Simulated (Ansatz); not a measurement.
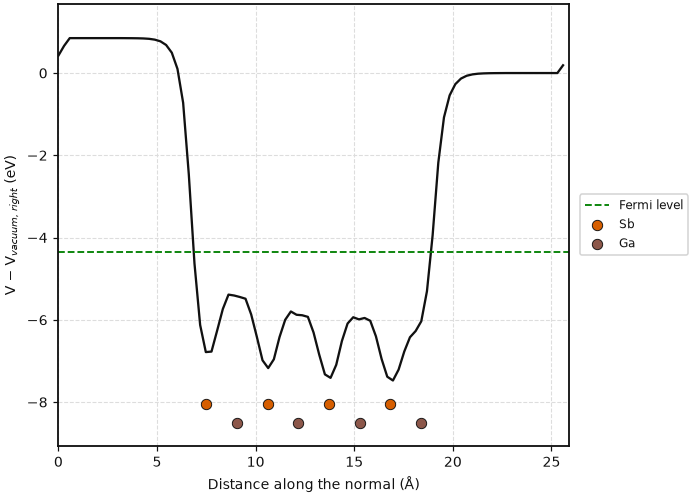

Plane-averaged electrostatic potential energy of an electron across the slab; circles at the bottom mark the heights of the atoms.

The material is a (100) slab cut from GaSb (F-43m), unrelaxed, ended by Ga above and Sb below, 8 atoms in the cell.

Method: DFT PBE, scalar-relativistic, plane waves, PAW, no spin polarisation, 8×8×1 k mesh, 420 eV cutoff, Gaussian smearing of 0.1 eV (Ansatz).

### What is the work function?

The work function is 4.35 eV at the right face and 5.20 eV at the left.

### Do the two faces differ, and what does that say about the slab's dipole?

The vacuum level is 0.85 eV higher at the left than at the right, so the slab carries a dipole along its normal; the ramp in the vacuum, at or near the edge of the plot, is the dipole correction that keeps each side flat.

The atoms aren't at rest in this cell (largest force 0.5 eV/Å), so the relaxed material can differ.
